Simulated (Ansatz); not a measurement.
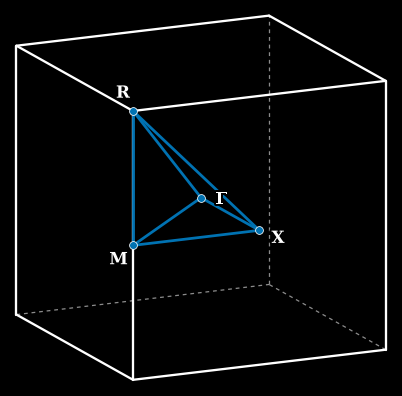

The figure shows the first Brillouin zone with its special points and a band path. Crystal: FeCo, a calculation's input that goes back to an entry of the Crystallography Open Database (an earlier step may have relaxed or displaced it). Symmetry computed with spglib at a tolerance of 0.002 Å; standard conventional cell.

Labels and path follow the convention of Hinuma et al. (2017), as computed by seekpath.

Which Bravais lattice has this zone?

A simple cubic lattice (cP; extended symbol cP2). The zone is a cube: 6 faces (6 with 4 edges), 12 edges, 8 vertices.

In which order does the conventional band path visit the special points?

Γ–X–M–Γ–R–X | R–M
